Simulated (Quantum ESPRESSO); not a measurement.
# Run report: GaN, band-structure run (part 1 of 2)

GaN (2 atoms in the cell), computed with Kohn-Sham DFT of a periodic cell, PBE, PseudoDojo 0.4.1 SR PBE standard, no spin polarisation (Quantum ESPRESSO 7.5).

The structure derives from a Materials Project entry.

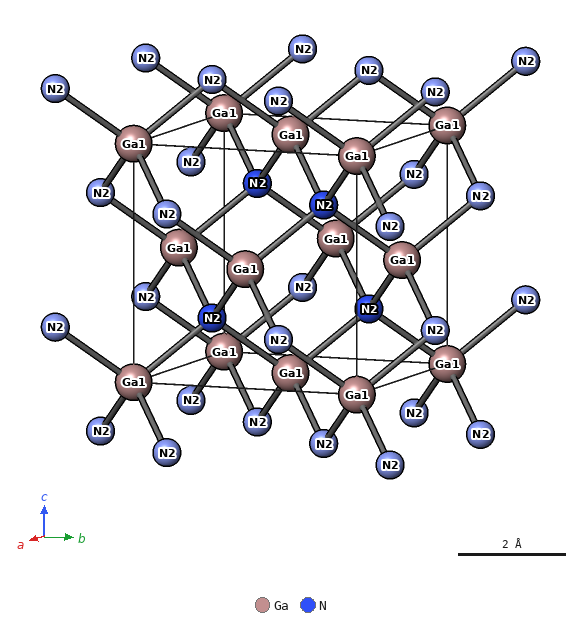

The input geometry (ball-and-stick view of the cell 4 times as large as that of the calculation, set on its symmetry axes, seen slightly off an axis; neighbours outside the cell are drawn fainter; atoms are numbered from 1 in the order of the input). An atom can appear more than once, as a periodic image. Near neighbours in the periodic cell (some may lie outside the picture): Ga has 4 N at 1.95 Å; N has 4 Ga at 1.95 Å.

**The input**
```
&CONTROL
  calculation = 'scf'
  prefix = 'pwscf'
  outdir = './tmp'
  pseudo_dir = './pseudo'
  tprnfor = .true.
  tstress = .true.
  disk_io = 'low'
/
&SYSTEM
  ibrav = 0
  nat = 2
  ntyp = 2
  ecutwfc = 84
  nbnd = 15
  occupations = 'smearing'
  smearing = 'fd'
  degauss = 0.00367493
/
&ELECTRONS
  conv_thr = 4d-10
  electron_maxstep = 120
  mixing_beta = 0.5
/
ATOMIC_SPECIES
Ga    69.7230 Ga.upf
N     14.0070 N.upf
CELL_PARAMETERS angstrom
   0.0000000000    2.2535006075    2.2535006075
   2.2535006075    0.0000000000    2.2535006075
   2.2535006075    2.2535006075    0.0000000000
ATOMIC_POSITIONS angstrom
Ga     0.0000000000    0.0000000000    0.0000000000
N      1.1267503038    1.1267503038    1.1267503038
K_POINTS automatic
10 10 10 0 0 0
```

**File bands.in**
```
&CONTROL
  calculation = 'bands'
  prefix = 'pwscf'
  outdir = './tmp'
  pseudo_dir = './pseudo'
  disk_io = 'low'
  verbosity = 'high'
/
&SYSTEM
  ibrav = 0
  nat = 2
  ntyp = 2
  ecutwfc = 84
  nbnd = 15
  occupations = 'smearing'
  smearing = 'fd'
  degauss = 0.00367493
/
&ELECTRONS
  conv_thr = 1d-08
  electron_maxstep = 120
  mixing_beta = 0.5
  diago_full_acc = .true.
  startingwfc = 'random'
/
ATOMIC_SPECIES
Ga    69.7230 Ga.upf
N     14.0070 N.upf
CELL_PARAMETERS angstrom
   0.0000000000    2.2535006075    2.2535006075
   2.2535006075    0.0000000000    2.2535006075
   2.2535006075    2.2535006075    0.0000000000
ATOMIC_POSITIONS angstrom
Ga     0.0000000000    0.0000000000    0.0000000000
N      1.1267503038    1.1267503038    1.1267503038
K_POINTS crystal
60
 0.0000000000  0.0000000000  0.0000000000 1
 0.0625000000  0.0000000000  0.0625000000 1
 0.1250000000  0.0000000000  0.1250000000 1
 0.1875000000  0.0000000000  0.1875000000 1
 0.2500000000  0.0000000000  0.2500000000 1
 0.3125000000  0.0000000000  0.3125000000 1
 0.3750000000  0.0000000000  0.3750000000 1
 0.4375000000  0.0000000000  0.4375000000 1
 0.5000000000  0.0000000000  0.5000000000 1
 0.5000000000  0.0625000000  0.5625000000 1
 0.5000000000  0.1250000000  0.6250000000 1
 0.5000000000  0.1875000000  0.6875000000 1
 0.5000000000  0.2500000000  0.7500000000 1
 0.4375000000  0.3125000000  0.7500000000 1
 0.3750000000  0.3750000000  0.7500000000 1
 0.3375000000  0.3375000000  0.6750000000 1
 0.3000000000  0.3000000000  0.6000000000 1
 0.2625000000  0.2625000000  0.5250000000 1
 0.2250000000  0.2250000000  0.4500000000 1
 0.1875000000  0.1875000000  0.3750000000 1
 0.1500000000  0.1500000000  0.3000000000 1
 0.1125000000  0.1125000000  0.2250000000 1
 0.0750000000  0.0750000000  0.1500000000 1
 0.0375000000  0.0375000000  0.0750000000 1
 0.0000000000  0.0000000000  0.0000000000 1
 0.0625000000  0.0625000000  0.0625000000 1
 0.1250000000  0.1250000000  0.1250000000 1
 0.1875000000  0.1875000000  0.1875000000 1
 0.2500000000  0.2500000000  0.2500000000 1
 0.3125000000  0.3125000000  0.3125000000 1
 0.3750000000  0.3750000000  0.3750000000 1
 0.4375000000  0.4375000000  0.4375000000 1
 0.5000000000  0.5000000000  0.5000000000 1
 0.5250000000  0.4500000000  0.5250000000 1
 0.5500000000  0.4000000000  0.5500000000 1
 0.5750000000  0.3500000000  0.5750000000 1
 0.6000000000  0.3000000000  0.6000000000 1
 0.6250000000  0.2500000000  0.6250000000 1
 0.5833333333  0.2500000000  0.6666666667 1
 0.5416666667  0.2500000000  0.7083333333 1
 0.5000000000  0.2500000000  0.7500000000 1
 0.5000000000  0.2857142857  0.7142857143 1
 0.5000000000  0.3214285714  0.6785714286 1
 0.5000000000  0.3571428571  0.6428571429 1
 0.5000000000  0.3928571429  0.6071428571 1
 0.5000000000  0.4285714286  0.5714285714 1
 0.5000000000  0.4642857143  0.5357142857 1
 0.5000000000  0.5000000000  0.5000000000 1
 0.4821428571  0.4821428571  0.5357142857 1
 0.4642857143  0.4642857143  0.5714285714 1
 0.4464285714  0.4464285714  0.6071428571 1
 0.4285714286  0.4285714286  0.6428571429 1
 0.4107142857  0.4107142857  0.6785714286 1
 0.3928571429  0.3928571429  0.7142857143 1
 0.3750000000  0.3750000000  0.7500000000 1
 0.6250000000  0.2500000000  0.6250000000 1
 0.5937500000  0.1875000000  0.5937500000 1
 0.5625000000  0.1250000000  0.5625000000 1
 0.5312500000  0.0625000000  0.5312500000 1
 0.5000000000  0.0000000000  0.5000000000 1
```

Run on 1 thread of Arm Neoverse V1, 24 GiB of memory available, shared host.

Run as:
```bash
OMP_NUM_THREADS=1 pw.x -in pw.in > pw.out
OMP_NUM_THREADS=1 pw.x -in bands.in > bands.out
```

**What the program printed**
```
This program is part of the open-source Quantum ESPRESSO suite
     for quantum simulation of materials; please cite
         "P. Giannozzi et al., J. Phys.:Condens. Matter 21 395502 (2009);
         "P. Giannozzi et al., J. Phys.:Condens. Matter 29 465901 (2017);
         "P. Giannozzi et al., J. Chem. Phys. 152 154105 (2020);
          URL
     in publications or presentations arising from this work. More details at

     Message from routine setup:
     using ibrav=0 with symmetry is DISCOURAGED, use correct ibrav instead

     G-vector sticks info
     --------------------
     sticks:   dense  smooth     PW     G-vecs:    dense   smooth      PW
     Sum         847     847    253                16145    16145    2733

     Using Slab Decomposition

     bravais-lattice index     =            0
     lattice parameter (alat)  =       6.0224  a.u.
     unit-cell volume          =     154.4542 (a.u.)^3
     number of atoms/cell      =            2
     number of atomic types    =            2
     number of electrons       =        18.00
     number of Kohn-Sham states=           15
     kinetic-energy cutoff     =      84.0000  Ry
     charge density cutoff     =     336.0000  Ry
     scf convergence threshold =      4.0E-10
     mixing beta               =       0.5000
     number of iterations used =            8  plain     mixing
     Exchange-correlation= PBE
                           (   1   4   3   4   0   0   0)

     celldm(1)=   6.022427  celldm(2)=   0.000000  celldm(3)=   0.000000
     celldm(4)=   0.000000  celldm(5)=   0.000000  celldm(6)=   0.000000

     crystal axes: (cart. coord. in units of alat)
               a(1) = (   0.000000   0.707107   0.707107 )
               a(2) = (   0.707107   0.000000   0.707107 )
               a(3) = (   0.707107   0.707107   0.000000 )

     reciprocal axes: (cart. coord. in units 2 pi/alat)
               b(1) = ( -0.707107  0.707107  0.707107 )
               b(2) = (  0.707107 -0.707107  0.707107 )
               b(3) = (  0.707107  0.707107 -0.707107 )

     PseudoPot. # 1 for Ga read from file:
     Ga.upf
     Pseudo is Norm-conserving + core correction, Zval = 13.0
     Generated using ONCVPSP code by D. R. Hamann
     Using radial grid of 1902 points,  6 beta functions with:
                l(1) =   0
                l(2) =   0
                l(3) =   1
                l(4) =   1
                l(5) =   2
                l(6) =   2

     PseudoPot. # 2 for N  read from file:
     N.upf
     Pseudo is Norm-conserving + core correction, Zval =  5.0
     Generated using ONCVPSP code by D. R. Hamann
     Using radial grid of 1058 points,  4 beta functions with:
                l(1) =   0
                l(2) =   0
                l(3) =   1
                l(4) =   1

     atomic species   valence    mass     pseudopotential
     Ga               13.00    69.72300     Ga( 1.00)
     N                 5.00    14.00700     N ( 1.00)

     24 Sym. Ops. (no inversion) found

   Cartesian axes

     site n.     atom                  positions (alat units)
         1        Ga     tau(   1) = (   0.0000000   0.0000000   0.0000000  )
         2        N      tau(   2) = (   0.3535534   0.3535534   0.3535534  )

     number of k points=    47  Fermi-Dirac smearing, width (Ry)=  0.0037
                       cart. coord. in units 2pi/alat
        k(    1) = (   0.0000000   0.0000000   0.0000000), wk =   0.0020000
        k(    2) = (   0.0707107   0.0707107  -0.0707107), wk =   0.0160000
        k(    3) = (   0.1414214   0.1414214  -0.1414214), wk =   0.0160000
        k(    4) = (   0.2121320   0.2121320  -0.2121320), wk =   0.0160000
        k(    5) = (   0.2828427   0.2828427  -0.2828427), wk =   0.0160000
        k(    6) = (  -0.3535534  -0.3535534   0.3535534), wk =   0.0080000
        k(    7) = (   0.1414214  -0.0000000   0.0000000), wk =   0.0120000
        k(    8) = (   0.2121320   0.0707107  -0.0707107), wk =   0.0480000
        k(    9) = (   0.2828427   0.1414214  -0.1414214), wk =   0.0480000
        k(   10) = (   0.3535534   0.2121320  -0.2121320), wk =   0.0480000
        k(   11) = (  -0.2828427  -0.4242641   0.4242641), wk =   0.0480000
        k(   12) = (  -0.2121320  -0.3535534   0.3535534), wk =   0.0480000
        k(   13) = (  -0.1414214  -0.2828427   0.2828427), wk =   0.0480000
        k(   14) = (  -0.0707107  -0.2121320   0.2121320), wk =   0.0480000
        k(   15) = (   0.0000000  -0.1414214   0.1414214), wk =   0.0240000
        k(   16) = (   0.2828427  -0.0000000   0.0000000), wk =   0.0120000
        k(   17) = (   0.3535534   0.0707107  -0.0707107), wk =   0.0480000
        k(   18) = (   0.4242641   0.1414214  -0.1414214), wk =   0.0480000
        k(   19) = (  -0.2121320  -0.4949747   0.4949747), wk =   0.0480000
        k(   20) = (  -0.1414214  -0.4242641   0.4242641), wk =   0.0480000
        k(   21) = (  -0.0707107  -0.3535534   0.3535534), wk =   0.0480000
        k(   22) = (   0.0000000  -0.2828427   0.2828427), wk =   0.0240000
        k(   23) = (   0.4242641   0.0000000  -0.0000000), wk =   0.0120000
        k(   24) = (   0.4949747   0.0707107  -0.0707107), wk =   0.0480000
        k(   25) = (  -0.1414214  -0.5656854   0.5656854), wk =   0.0480000
        k(   26) = (  -0.0707107  -0.4949747   0.4949747), wk =   0.0480000
        k(   27) = (  -0.0000000  -0.4242641   0.4242641), wk =   0.0240000
        k(   28) = (   0.5656854  -0.0000000   0.0000000), wk =   0.0120000
        k(   29) = (  -0.0707107  -0.6363961   0.6363961), wk =   0.0480000
        k(   30) = (   0.0000000  -0.5656854   0.5656854), wk =   0.0240000
        k(   31) = (  -0.7071068   0.0000000   0.0000000), wk =   0.0060000
        k(   32) = (   0.2828427   0.1414214   0.0000000), wk =   0.0480000
        k(   33) = (   0.3535534   0.2121320  -0.0707107), wk =   0.0960000
        k(   34) = (  -0.2828427  -0.4242641   0.5656854), wk =   0.0960000
        k(   35) = (  -0.2121320  -0.3535534   0.4949747), wk =   0.0480000
        k(   36) = (   0.4242641   0.1414214  -0.0000000), wk =   0.0480000
        k(   37) = (  -0.2121320  -0.4949747   0.6363961), wk =   0.0960000
        k(   38) = (  -0.1414214  -0.4242641   0.5656854), wk =   0.0960000
        k(   39) = (  -0.0707107  -0.3535534   0.4949747), wk =   0.0960000
        k(   40) = (   0.0000000  -0.2828427   0.4242641), wk =   0.0480000
        k(   41) = (  -0.1414214  -0.5656854   0.7071068), wk =   0.0480000
        k(   42) = (  -0.0707107  -0.4949747   0.6363961), wk =   0.0960000
        k(   43) = (   0.0000000  -0.4242641   0.5656854), wk =   0.0480000
        k(   44) = (  -0.7071068   0.1414214   0.0000000), wk =   0.0240000
        k(   45) = (  -0.1414214  -0.4242641   0.7071068), wk =   0.0480000
        k(   46) = (  -0.0707107  -0.3535534   0.6363961), wk =   0.0480000
        k(   47) = (  -0.7071068   0.2828427   0.0000000), wk =   0.0240000

     Dense  grid:    16145 G-vectors     FFT dimensions: (  36,  36,  36)

     Initial potential from superposition of free atoms

     starting charge      17.9973, renormalised to      18.0000
     Starting wfcs are   13 randomized atomic wfcs +    2 random wfcs

     Self-consistent Calculation

     iteration #  1     ecut=    84.00 Ry     beta= 0.50
     Davidson diagonalization with overlap
     ethr =  1.00E-02,  avg # of iterations =  5.2

     total energy              =    -173.59204276 Ry
     estimated scf accuracy    <       0.51388048 Ry

     iteration #  2     ecut=    84.00 Ry     beta= 0.50
     Davidson diagonalization with overlap
     ethr =  2.85E-03,  avg # of iterations =  2.0

     total energy              =    -173.74232099 Ry
     estimated scf accuracy    <       0.09983523 Ry

     iteration #  3     ecut=    84.00 Ry     beta= 0.50
     Davidson diagonalization with overlap
     ethr =  5.55E-04,  avg # of iterations =  2.0

     negative rho (up, down):  4.582E-07 0.000E+00

     total energy              =    -173.75951994 Ry
     estimated scf accuracy    <       0.00324676 Ry

     iteration #  4     ecut=    84.00 Ry     beta= 0.50
     Davidson diagonalization with overlap
     ethr =  1.80E-05,  avg # of iterations =  4.3

     total energy              =    -173.75980089 Ry
     estimated scf accuracy    <       0.00036571 Ry

     iteration #  5     ecut=    84.00 Ry     beta= 0.50
     Davidson diagonalization with overlap
     ethr =  2.03E-06,  avg # of iterations =  2.7

     total energy              =    -173.75980938 Ry
     estimated scf accuracy    <       0.00003370 Ry

     iteration #  6     ecut=    84.00 Ry     beta= 0.50
     Davidson diagonalization with overlap
     ethr =  1.87E-07,  avg # of iterations =  2.0

     total energy              =    -173.75981795 Ry
     estimated scf accuracy    <       0.00000389 Ry

     iteration #  7     ecut=    84.00 Ry     beta= 0.50
     Davidson diagonalization with overlap
     ethr =  2.16E-08,  avg # of iterations =  1.2

     total energy              =    -173.75981737 Ry
     estimated scf accuracy    <       0.00000204 Ry

     iteration #  8     ecut=    84.00 Ry     beta= 0.50
     Davidson diagonalization with overlap
     ethr =  1.13E-08,  avg # of iterations =  1.3

     total energy              =    -173.75981748 Ry
     estimated scf accuracy    <       0.00000009 Ry

     iteration #  9     ecut=    84.00 Ry     beta= 0.50
     Davidson diagonalization with overlap
     ethr =  5.13E-10,  avg # of iterations =  2.0

     total energy              =    -173.75981750 Ry
     estimated scf accuracy    <          2.0E-09 Ry

     iteration # 10     ecut=    84.00 Ry     beta= 0.50
     Davidson diagonalization with overlap
     ethr =  1.10E-11,  avg # of iterations =  3.2
```
